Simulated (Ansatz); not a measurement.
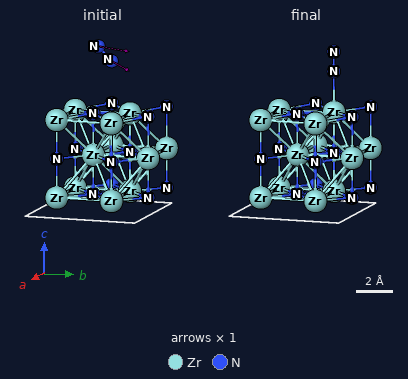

The structure of a slab of composition Zr$_{6}$N$_{7}$ (cut from the Fm-3m phase) before (left) and after (right) a constrained relaxation, at one scale. The purple arrows give the displacements, at their true length.

Style: ball-and-stick. Shown: the cell of the calculation, outlined in the plane, without the vacuum (origin shifted), slightly off an axis.

Case: 1 N2 a cell, tilted, over a bridge N-Zr site. The slab is the (1 0 0) face of ZrN with N2 on it. 8 atoms are held fixed.

All numbers below come from Ansatz, DFT PBE+D3(BJ), scalar-relativistic, plane waves, PAW. Set-up: plane-wave cutoff 420 eV; k-point mesh 3 × 3 × 1; occupations gaussian; smearing width 0.1 eV; no spin polarisation; dipole correction; atoms relaxed in a fixed cell; force threshold 0.04 eV/Å; at most 100 steps.

### Describe what moved and what it gained.

An N atom moves most: 1.81 Å at 79° to the normal (−c side). By element the largest moves are N 1.81 Å, Zr 0.07 Å. The lattice vectors keep their values. Among the contacts that change: N–Zr 3.265 → 2.310 Å, N–Zr 2.198 → 2.315 Å, N–Zr 2.203 → 2.155 Å, Zr–Zr 3.140 → 3.176 Å. New bonds form: N–Zr (3.26 → 2.31 Å). Bond angles that change, for instance: Zr–N–Zr 178.1° → 175.3°, Zr–N–Zr 170.0° → 172.5°. Over 14 accepted moves (17 points after the start) the energy falls by 0.408 eV per cell of the calculation. The largest force component goes from 0.63 to 0.033 eV/Å. The line search rejected the trial steps at points 1, 14 of the run. 1 step only repeated the SCF at the same geometry. The forces were under the threshold at step 11, but the run went on from there.

Limits of the set-up: the periodic images lie only 6.4 Å apart, so the values are limited by the cell's size.
